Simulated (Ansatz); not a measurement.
Given this structure:

```xyz
3
Lattice="3.2262 0.0000 0.0000 -1.6131 2.7940 0.0000 0.0000 0.0000 6.2738" Properties=species:S:1:pos:R:3 pbc="T T T"
Mo    0.0000    0.0000    0.0000
S     0.0000    1.8627    4.7266
S     1.6131    0.9313    1.5471
```

Question: Before looking at a picture, describe the arrangement of atoms.

Answer: This is MoS₂. It takes space group P-3m1 (No. 164) on a primitive hexagonal lattice. The prototype is cadmium iodide (CdI₂, 1T) type. One cell contains 1 Mo, 2 S, 3 atoms in all. The Mo atoms are each bonded to six S in a distorted octahedral arrangement at 2.42 Å. Around each S lie three Mo in a trigonal pyramidal arrangement at 2.42 Å. Not all metal-metal contacts are counted. The bonds build MoS2 layers parallel to (001).

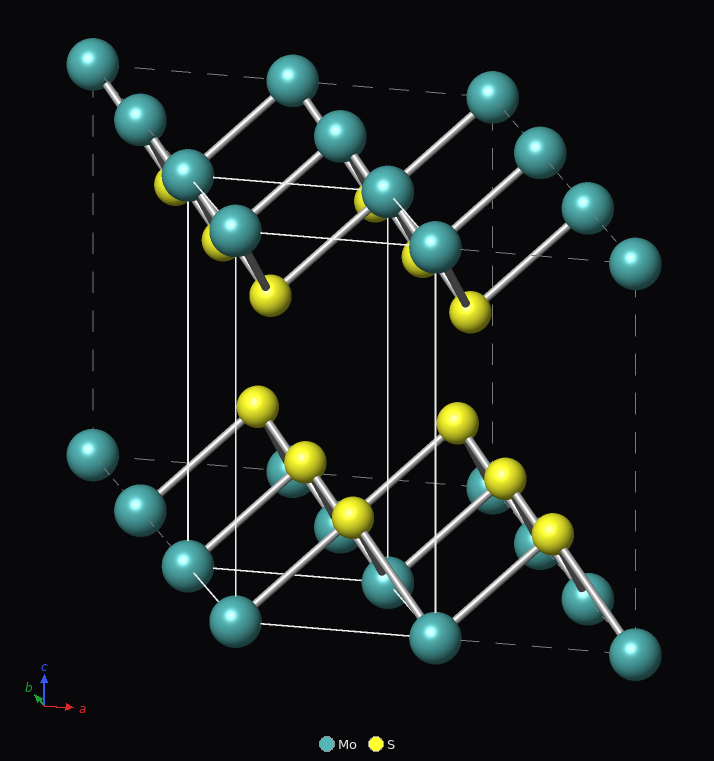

Crystal structure, ball-and-stick style, seen slightly off an axis. A block of 2×3×1 cells is shown, with one conventional unit cell in solid outline. Colours: molybdenum teal, sulfur yellow.

Starting structure: a structure listed in the Materials Project. Earlier steps of the study may have refined or changed the cell and positions. It was run through Ansatz as a DFT input.
